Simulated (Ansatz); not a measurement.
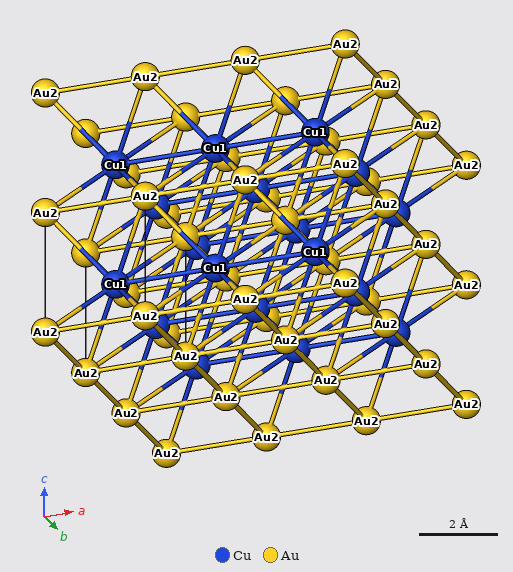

Crystalline CuAu (set up in P4/mmm), before the relaxation. The picture is a ball-and-stick view of the cell of the calculation, repeated 3 × 3 × 2 with one cell outlined, seen from a free direction.

Case: volume × 0.88, shape and atoms relaxed.

The calculation used DFT PBE, scalar-relativistic, plane waves, PAW in Ansatz 0.2.0.

Input
```yaml
crystal:
  lattice:
    - [2.7924306108, 0.0, 0.0]
    - [0.0, 2.7924306108, 0.0]
    - [0.0, 0.0, 3.3863247514]
  atoms:
    - { symbol: Cu, position: [0.5, 0.5, 0.5] }
    - { symbol: Au, position: [0.0, 0.0, 0.0] }
basis:
  ecutwfc: 420
kpoints:
  mp_grid: { grid: [14, 14, 12] }
hamiltonian:
  xc: pbe
scf:
  occupations: { method: gaussian, width: 0.1 }
output:
  forces: true
  stress: true
  eigenvalues: true
relax:
  adjacent_minimum: "off"
  f_tol: 0.01
  max_steps: 30
  cell: { stress_tol: 0.1, fix: [volume] }
```

Run as
```bash
ansatz run input.yaml --threads 1 --pin off --max-ram 2560MiB --backend cpu --events-out ev --progress --plain --runs-dir out
```

What does the optimiser find from here?

Over 2 accepted moves (3 points after the start) the energy falls by 0.1 meV per atom. All forces vanish by symmetry, so only the cell relaxes. The pressure goes from 25.35 to 25.31 GPa. At 1 point the geometry stayed and the basis and grid were re-selected for the new cell (energy shift of less than 0.05 meV per atom at most each time). No atom moves by more than 0.005 Å relative to the cell. The drawn cell changes at constant volume: a = b 2.792 → 2.801 Å (+0.3 %), c 3.386 → 3.365 Å (−0.6 %). Some distances before and after: Au2–Au2 2.792 → 2.801 Å, Cu1–Cu1 2.792 → 2.801 Å. The space group stays P4/mmm (No. 123).
